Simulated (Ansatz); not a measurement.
Run report: NbN, geometry relaxation (part 3 of 3)

The same run, continued: NbN (slab, 24 atoms in the cell); DFT PBE, scalar-relativistic, plane waves, PAW, no spin polarisation (Ansatz 0.2.0); cutoff 420 eV, 4×4×1 k-mesh, Gaussian smearing of 0.1 eV. The structure derives from an entry of the Crystallography Open Database. The input holds or restrains some coordinates. Forces given for the steps count only the free coordinates. It belongs to a series of runs on one base structure; here: clean slab, lower planes held.

Geometry of the input (Å; fractional positions):
```
6.2530  0.0000  0.0000
-3.1265  5.4153  0.0000
0.0000  0.0000  22.3819
Nb 0.1667  0.3333  0.3574
Nb 0.1667  0.8333  0.3574
Nb 0.6667  0.3333  0.3574
Nb 0.6667  0.8333  0.3574
N  0.3333  0.1667  0.4145
N  0.3333  0.6667  0.4145
N  0.8333  0.1667  0.4145
N  0.8333  0.6667  0.4145
Nb 0.5000  0.5000  0.4715
Nb 0.5000  0.0000  0.4715
Nb -0.0000  0.5000  0.4715
Nb 0.0000  0.0000  0.4715
N  0.6667  0.3333  0.5285
N  0.6667  0.8333  0.5285
N  0.1667  0.3333  0.5285
N  0.1667  0.8333  0.5285
Nb 0.8333  0.6667  0.5855
Nb 0.8333  0.1667  0.5855
Nb 0.3333  0.6667  0.5855
Nb 0.3333  0.1667  0.5855
N  -0.0000  0.5000  0.6426
N  0.0000  0.0000  0.6426
N  0.5000  0.5000  0.6426
N  0.5000  0.0000  0.6426
```

Output, continued:
```
  k-point 3: bands = ["-52.9380", "-52.9062", "-52.9062", "-52.8743", "-52.8603", "-52.8312", "-52.8312", "-52.8021", "-52.1493", "-52.1229", "-52.1229", "-52.0964", "-29.4200", "-29.3457", "-29.3386", "-29.3386", "-29.2686", "-29.2686", "-29.2535", "-29.2097", "-29.1148", "-29.1148", "-29.1082", "-29.0840", "-29.0083", "-28.9793", "-28.9544", "-28.9544", "-28.8751", "-28.8751", "-28.8742", "-28.8742", "-28.8554", "-28.8369", "-28.8369", "-28.7570", "-28.3733", "-28.3260", "-28.3147", "-28.3147", "-28.2867", "-28.2867", "-28.2843", "-28.1959", "-28.1038", "-28.0042", "-28.0042", "-27.9307", "-12.9414", "-12.6409", "-12.6409", "-12.5272", "-12.3717", "-12.3308", "-12.3308", "-12.1646", "-10.9208", "-10.7887", "-10.7887", "-10.5898", "-4.0050", "-3.9047", "-3.8459", "-3.8459", "-3.4113", "-3.4113", "-3.3270", "-3.3107", "-2.9819", "-2.9577", "-2.9577", "-2.7205", "-2.6774", "-2.6000", "-2.6000", "-2.5604", "-2.3002", "-2.2586", "-2.2390", "-2.1917", "-2.1917", "-1.9655", "-1.9655", "-1.8171", "-1.5919", "-1.5919", "-1.5790", "-1.4891", "-0.3004", "0.0088", "0.0088", "0.1038", "0.1038", "0.1652", "0.4492", "0.4791", "1.3598", "1.3598", "1.5531", "1.8933", "2.0753", "2.3277", "2.3277", "2.8254", "2.9409", "3.2505", "3.2505", "3.2922", "3.4378", "3.5366", "3.5366", "3.7839", "4.0816", "4.1497", "4.2345", "4.4437", "4.4437", "4.5664", "4.5664", "4.6160", "4.7002", "4.7668", "4.8423", "4.8991", "4.9995", "4.9995", "5.2302", "5.2901", "5.2901", "5.3768", "5.4922", "5.4922"]
--- Relaxed structure (5 steps of the walk, 5 accepted, 0 SCFs on fresh bases) ---
  F+E_penalty+E_count = -59248.62859635 eV   max|allowed force component| = 1.541e-2 eV/Å
  atoms:
    - { symbol: Nb, position: [0.16666666666666663, 0.33333333333333337, 0.35743091299999996] }
    - { symbol: Nb, position: [0.16666666666666663, 0.8333333333333333, 0.35743091299999996] }
    - { symbol: Nb, position: [0.6666666666666666, 0.33333333333333337, 0.35743091299999996] }
    - { symbol: Nb, position: [0.6666666666666666, 0.8333333333333333, 0.35743091299999996] }
    - { symbol: N, position: [0.33333333333333337, 0.16666666666666663, 0.4144585478] }
    - { symbol: N, position: [0.33333333333333337, 0.6666666666666665, 0.4144585478] }
    - { symbol: N, position: [0.8333333333333334, 0.16666666666666663, 0.4144585478] }
    - { symbol: N, position: [0.8333333333333333, 0.6666666666666665, 0.4144585478] }
    - { symbol: Nb, position: [0.5, 0.4999999999999999, 0.47148618259999997] }
    - { symbol: Nb, position: [0.5, 0.0, 0.47148618259999997] }
    - { symbol: Nb, position: [-5.551115123125783e-17, 0.5, 0.47148618259999997] }
    - { symbol: Nb, position: [0.0, 0.0, 0.47148618259999997] }
    - { symbol: N, position: [0.6666666666666666, 0.33333333333333337, 0.5277352364108108] }
    - { symbol: N, position: [0.6666666666666666, 0.8333333333333333, 0.5277352364108108] }
    - { symbol: N, position: [0.16666666666666663, 0.33333333333333337, 0.5277352364108108] }
    - { symbol: N, position: [0.16666666666666663, 0.8333333333333333, 0.5277352364108108] }
    - { symbol: Nb, position: [0.8333333333333333, 0.6666666666666665, 0.5912618022621633] }
    - { symbol: Nb, position: [0.8333333333333334, 0.16666666666666663, 0.5912618022621633] }
    - { symbol: Nb, position: [0.33333333333333337, 0.6666666666666665, 0.5912618022621633] }
    - { symbol: Nb, position: [0.33333333333333337, 0.16666666666666663, 0.5912618022621633] }
    - { symbol: N, position: [-5.551115123125783e-17, 0.5, 0.6311023914940765] }
    - { symbol: N, position: [-1.753903290464848e-18, -8.769516452184006e-19, 0.6311023914940765] }
    - { symbol: N, position: [0.5, 0.4999999999999999, 0.6311023914940765] }
    - { symbol: N, position: [0.5, -8.769516451109271e-19, 0.6311023914940765] }
```

Trajectory as extended XYZ (Å, eV, eV/Å), 5 frames, from step=1 to step=5:
```
24
Lattice="6.2530 0.0000 0.0000 -3.1265 5.4153 0.0000 0.0000 0.0000 22.3819" Properties=species:S:1:pos:R:3:forces:R:3 step=1 energy=-59244.78659
Nb    0.0000    1.8051    8.0000    0.0000   0.0000   0.7449
Nb   -1.5633    4.5127    8.0000    0.0000   0.0000   0.7449
Nb    3.1265    1.8051    8.0000    0.0000   0.0000   0.7449
Nb    1.5633    4.5127    8.0000    0.0000   0.0000   0.7449
N     1.5633    0.9025    9.2764    0.0000   0.0000  -1.1784
N     0.0000    3.6102    9.2764    0.0000   0.0000  -1.1784
N     4.6898    0.9025    9.2764    0.0000   0.0000  -1.1784
N     3.1265    3.6102    9.2764    0.0000   0.0000  -1.1784
Nb    1.5633    2.7076   10.5528    0.0000   0.0000   0.3896
Nb    3.1265    0.0000   10.5528    0.0000   0.0000   0.3896
Nb   -1.5633    2.7076   10.5528    0.0000   0.0000   0.3896
Nb    0.0000    0.0000   10.5528    0.0000   0.0000   0.3896
N     3.1265    1.8051   11.8292    0.0000   0.0000  -0.5705
N     1.5633    4.5127   11.8292    0.0000   0.0000  -0.5705
N     0.0000    1.8051   11.8292    0.0000   0.0000  -0.5705
N    -1.5633    4.5127   11.8292    0.0000   0.0000  -0.5705
Nb    3.1265    3.6102   13.1056    0.0000   0.0000   4.9913
Nb    4.6898    0.9025   13.1056    0.0000   0.0000   4.9913
Nb    0.0000    3.6102   13.1056    0.0000   0.0000   4.9913
Nb    1.5633    0.9025   13.1056    0.0000   0.0000   4.9913
N    -1.5633    2.7076   14.3819    0.0000   0.0000  -4.3769
N     0.0000    0.0000   14.3819    0.0000   0.0000  -4.3769
N     1.5633    2.7076   14.3819    0.0000   0.0000  -4.3769
N     3.1265    0.0000   14.3819    0.0000   0.0000  -4.3769
24
Lattice="6.2530 0.0000 0.0000 -3.1265 5.4153 0.0000 0.0000 0.0000 22.3819" Properties=species:S:1:pos:R:3:forces:R:3 step=2 energy=-59248.46145
Nb    0.0000    1.8051    8.0000    0.0000   0.0000   0.9371
Nb   -1.5633    4.5127    8.0000    0.0000   0.0000   0.9371
Nb    3.1265    1.8051    8.0000    0.0000   0.0000   0.9371
Nb    1.5633    4.5127    8.0000    0.0000   0.0000   0.9371
N     1.5633    0.9025    9.2764    0.0000   0.0000  -1.0921
N     0.0000    3.6102    9.2764    0.0000   0.0000  -1.0921
N     4.6898    0.9025    9.2764    0.0000   0.0000  -1.0921
N     3.1265    3.6102    9.2764    0.0000   0.0000  -1.0921
Nb    1.5633    2.7076   10.5528    0.0000   0.0000   0.5283
Nb    3.1265    0.0000   10.5528    0.0000   0.0000   0.5283
Nb   -1.5633    2.7076   10.5528    0.0000   0.0000   0.5283
Nb    0.0000    0.0000   10.5528    0.0000   0.0000   0.5283
N     3.1265    1.8051   11.8552    0.0000   0.0000  -0.4673
N     1.5633    4.5127   11.8552    0.0000   0.0000  -0.4673
N     0.0000    1.8051   11.8552    0.0000   0.0000  -0.4673
N    -1.5633    4.5127   11.8552    0.0000   0.0000  -0.4673
Nb    3.1265    3.6102   13.2292    0.0000   0.0000   1.0210
Nb    4.6898    0.9025   13.2292    0.0000   0.0000   1.0210
Nb    0.0000    3.6102   13.2292    0.0000   0.0000   1.0210
Nb    1.5633    0.9025   13.2292    0.0000   0.0000   1.0210
N    -1.5633    2.7076   14.1876    0.0000   0.0000  -0.9235
N     0.0000    0.0000   14.1876    0.0000   0.0000  -0.9235
N     1.5633    2.7076   14.1876    0.0000   0.0000  -0.9235
N     3.1265    0.0000   14.1876    0.0000   0.0000  -0.9235
24
Lattice="6.2530 0.0000 0.0000 -3.1265 5.4153 0.0000 0.0000 0.0000 22.3819" Properties=species:S:1:pos:R:3:forces:R:3 step=3 energy=-59248.61521
Nb    0.0000    1.8051    8.0000    0.0000   0.0000   0.9817
Nb   -1.5633    4.5127    8.0000    0.0000   0.0000   0.9817
Nb    3.1265    1.8051    8.0000    0.0000   0.0000   0.9817
Nb    1.5633    4.5127    8.0000    0.0000   0.0000   0.9817
N     1.5633    0.9025    9.2764    0.0000   0.0000  -1.1369
N     0.0000    3.6102    9.2764    0.0000   0.0000  -1.1369
N     4.6898    0.9025    9.2764    0.0000   0.0000  -1.1369
N     3.1265    3.6102    9.2764    0.0000   0.0000  -1.1369
Nb    1.5633    2.7076   10.5528    0.0000   0.0000   0.0227
Nb    3.1265    0.0000   10.5528    0.0000   0.0000   0.0227
Nb   -1.5633    2.7076   10.5528    0.0000   0.0000   0.0227
Nb    0.0000    0.0000   10.5528    0.0000   0.0000   0.0227
N     3.1265    1.8051   11.8081    0.0000   0.0000  -0.1034
N     1.5633    4.5127   11.8081    0.0000   0.0000  -0.1034
N     0.0000    1.8051   11.8081    0.0000   0.0000  -0.1034
N    -1.5633    4.5127   11.8081    0.0000   0.0000  -0.1034
Nb    3.1265    3.6102   13.2071    0.0000   0.0000   0.0856
Nb    4.6898    0.9025   13.2071    0.0000   0.0000   0.0856
Nb    0.0000    3.6102   13.2071    0.0000   0.0000   0.0856
Nb    1.5633    0.9025   13.2071    0.0000   0.0000   0.0856
N    -1.5633    2.7076   14.0931    0.0000   0.0000   0.1507
N     0.0000    0.0000   14.0931    0.0000   0.0000   0.1507
N     1.5633    2.7076   14.0931    0.0000   0.0000   0.1507
N     3.1265    0.0000   14.0931    0.0000   0.0000   0.1507
24
Lattice="6.2530 0.0000 0.0000 -3.1265 5.4153 0.0000 0.0000 0.0000 22.3819" Properties=species:S:1:pos:R:3:forces:R:3 step=4 energy=-59248.62721
Nb    0.0000    1.8051    8.0000    0.0000   0.0000   1.0595
Nb   -1.5633    4.5127    8.0000    0.0000   0.0000   1.0595
Nb    3.1265    1.8051    8.0000    0.0000   0.0000   1.0595
Nb    1.5633    4.5127    8.0000    0.0000   0.0000   1.0595
N     1.5633    0.9025    9.2764    0.0000   0.0000  -1.1233
N     0.0000    3.6102    9.2764    0.0000   0.0000  -1.1233
N     4.6898    0.9025    9.2764    0.0000   0.0000  -1.1233
N     3.1265    3.6102    9.2764    0.0000   0.0000  -1.1233
Nb    1.5633    2.7076   10.5528    0.0000   0.0000   0.1415
Nb    3.1265    0.0000   10.5528    0.0000   0.0000   0.1415
Nb   -1.5633    2.7076   10.5528    0.0000   0.0000   0.1415
Nb    0.0000    0.0000   10.5528    0.0000   0.0000   0.1415
N     3.1265    1.8051   11.8163    0.0000   0.0000  -0.0326
N     1.5633    4.5127   11.8163    0.0000   0.0000  -0.0326
N     0.0000    1.8051   11.8163    0.0000   0.0000  -0.0326
N    -1.5633    4.5127   11.8163    0.0000   0.0000  -0.0326
Nb    3.1265    3.6102   13.2424    0.0000   0.0000  -0.0757
Nb    4.6898    0.9025   13.2424    0.0000   0.0000  -0.0757
Nb    0.0000    3.6102   13.2424    0.0000   0.0000  -0.0757
Nb    1.5633    0.9025   13.2424    0.0000   0.0000  -0.0757
N    -1.5633    2.7076   14.1313    0.0000   0.0000   0.0303
N     0.0000    0.0000   14.1313    0.0000   0.0000   0.0303
N     1.5633    2.7076   14.1313    0.0000   0.0000   0.0303
N     3.1265    0.0000   14.1313    0.0000   0.0000   0.0303
24
Lattice="6.2530 0.0000 0.0000 -3.1265 5.4153 0.0000 0.0000 0.0000 22.3819" Properties=species:S:1:pos:R:3:forces:R:3 step=5 energy=-59248.62860
Nb    0.0000    1.8051    8.0000    0.0000   0.0000   1.0376
Nb   -1.5633    4.5127    8.0000    0.0000   0.0000   1.0376
Nb    3.1265    1.8051    8.0000    0.0000   0.0000   1.0376
Nb    1.5633    4.5127    8.0000    0.0000   0.0000   1.0376
N     1.5633    0.9025    9.2764    0.0000   0.0000  -1.1282
N     0.0000    3.6102    9.2764    0.0000   0.0000  -1.1282
N     4.6898    0.9025    9.2764    0.0000   0.0000  -1.1282
N     3.1265    3.6102    9.2764    0.0000   0.0000  -1.1282
Nb    1.5633    2.7076   10.5528    0.0000   0.0000   0.1036
Nb    3.1265    0.0000   10.5528    0.0000   0.0000   0.1036
Nb   -1.5633    2.7076   10.5528    0.0000   0.0000   0.1036
Nb    0.0000    0.0000   10.5528    0.0000   0.0000   0.1036
N     3.1265    1.8051   11.8117    0.0000   0.0000  -0.0154
N     1.5633    4.5127   11.8117    0.0000   0.0000  -0.0154
N     0.0000    1.8051   11.8117    0.0000   0.0000  -0.0154
N    -1.5633    4.5127   11.8117    0.0000   0.0000  -0.0154
Nb    3.1265    3.6102   13.2336    0.0000   0.0000  -0.0010
Nb    4.6898    0.9025   13.2336    0.0000   0.0000  -0.0010
Nb    0.0000    3.6102   13.2336    0.0000   0.0000  -0.0010
Nb    1.5633    0.9025   13.2336    0.0000   0.0000  -0.0010
N    -1.5633    2.7076   14.1253    0.0000   0.0000   0.0035
N     0.0000    0.0000   14.1253    0.0000   0.0000   0.0035
N     1.5633    2.7076   14.1253    0.0000   0.0000   0.0035
N     3.1265    0.0000   14.1253    0.0000   0.0000   0.0035
```

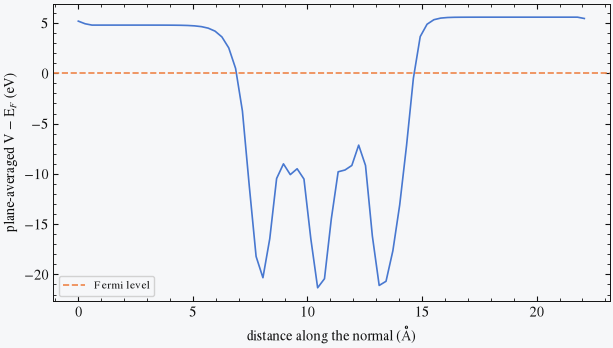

Figure 1. Plane average of the electrostatic potential energy of an electron across the cell, from the Fermi level. The vacuum level lies 5.58 eV above the Fermi level on the upper side and 4.80 eV on the lower.

Key numbers:

| quantity | value |
| --- | --- |
| outcome | converged under the restraints of the input |
| electrons treated | 216 |
| free energy | −59248.6286 eV |
| work function, top face | 5.58 eV |
| work function, bottom face | 4.80 eV |
| Fermi energy | 3.418 eV |
| gap on the k-point mesh | none (metallic) |
| final volume | 757.89 Å³ |
| work function (upper face) | 5.58 eV |
| largest force (length of the vector) at the end, held atoms and coordinates included | 1.128 eV/Å |
| hardware | 4 threads of Intel Xeon (Granite Rapids), 32 GiB of memory available, shared host |
| wall time | 29 s (CPU time 94 s) |
| peak memory | 1.8 GiB |
